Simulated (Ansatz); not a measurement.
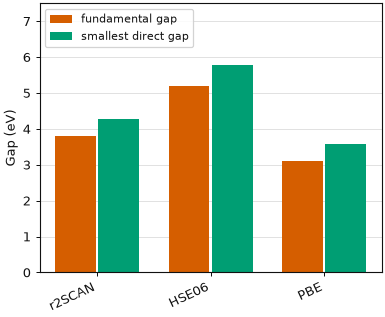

Gaps of CdF₂, space group Immm (No. 71), 3 atoms in the cell, fluorite type, shear (xy) strain −1.1%, at several levels of theory on one cell (Ansatz, plane waves and PAW; edges over the mesh and the special points).

**How does the gap depend on the level, and does its kind change?**

In rising order: PBE 3.10 eV, r2SCAN 3.79 eV and HSE06 5.21 eV. It is indirect at every level.
